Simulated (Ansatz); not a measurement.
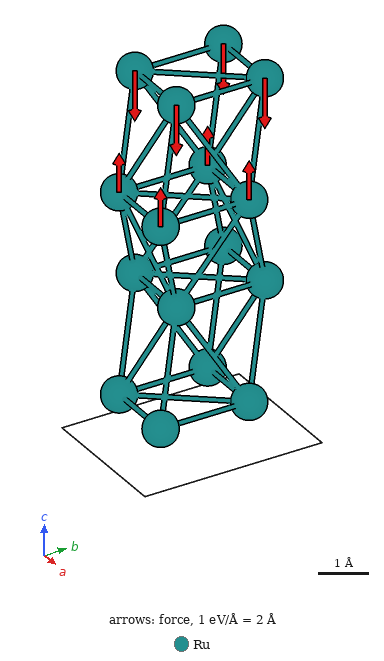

Starting geometry of a slab of composition Ru (cut from the P6_3/mmc phase) with the computed forces as red arrows. Style: ball-and-stick. Shown: the cell of the calculation, outlined in the plane, without the vacuum, slightly off an axis.

Case: clean slab, lower half held. The slab is the (0 0 1) face of Ru. 8 atoms are held fixed.

All numbers below come from DFT PBE+D3(BJ), scalar-relativistic, plane waves, PAW (Ansatz).

Input
```yaml
crystal:
  lattice:
    - [5.39518955, 0.0, 0.0]
    - [-2.697594775, 4.6723712085, 0.0]
    - [0.0, 0.0, 23.3987269957]
  atoms:
    - { symbol: Ru, position: [0.3333333333, 0.1666666667, 0.3632676257] }
    - { symbol: Ru, position: [0.3333333333, 0.6666666667, 0.3632676257] }
    - { symbol: Ru, position: [0.8333333333, 0.1666666667, 0.3632676257] }
    - { symbol: Ru, position: [0.8333333333, 0.6666666667, 0.3632676257] }
    - { symbol: Ru, position: [0.1666666667, 0.3333333333, 0.4544225419] }
    - { symbol: Ru, position: [0.1666666667, 0.8333333333, 0.4544225419] }
    - { symbol: Ru, position: [0.6666666667, 0.3333333333, 0.4544225419] }
    - { symbol: Ru, position: [0.6666666667, 0.8333333333, 0.4544225419] }
    - { symbol: Ru, position: [0.3333333333, 0.1666666667, 0.5455774581] }
    - { symbol: Ru, position: [0.3333333333, 0.6666666667, 0.5455774581] }
    - { symbol: Ru, position: [0.8333333333, 0.1666666667, 0.5455774581] }
    - { symbol: Ru, position: [0.8333333333, 0.6666666667, 0.5455774581] }
    - { symbol: Ru, position: [0.1666666667, 0.3333333333, 0.6367323743] }
    - { symbol: Ru, position: [0.1666666667, 0.8333333333, 0.6367323743] }
    - { symbol: Ru, position: [0.6666666667, 0.3333333333, 0.6367323743] }
    - { symbol: Ru, position: [0.6666666667, 0.8333333333, 0.6367323743] }
basis:
  ecutwfc: 420
kpoints:
  mp_grid: { grid: [6, 6, 1] }
hamiltonian:
  xc: pbe
  dispersion: d3bj
scf:
  occupations: { method: gaussian, width: 0.1 }
output:
  forces: true
  eigenvalues: true
  write_density: true
  write_potential: true
  elf: true
  volumetric_format: npy
relax:
  adjacent_minimum: "off"
  f_tol: 0.03
  max_steps: 70
  constraints: [{ sites: [0, 1, 2, 3, 4, 5, 6, 7] }]
efield:
  axis: 3
  dipole_correction: true
  ramp_width: 0.04
```

Command:
```bash
ansatz run input.yaml --threads 4 --pin off --max-ram 10240MiB --backend cpu --events-out ev --progress --plain --runs-dir out
```

> What follows when this structure is relaxed?

It isn't relaxed: the largest force vector, on Ru atoms, is 0.54 eV/Å. The final displacements follow the starting forces only in part (cosine between the two patterns 0.75). The largest moves, 0.060 Å, are those of Ru13, Ru14, Ru15 and Ru16. Ru13 goes along the normal (−c). The cell doesn't change. Near-neighbour distances that change, for instance: Ru10–Ru13 2.641 → 2.596 Å. The energy falls by 63.0 meV per cell of the calculation in 2 accepted moves (3 points after the start). The largest force component goes from 0.54 to 0.016 eV/Å. 1 step only repeated the SCF at the same geometry.
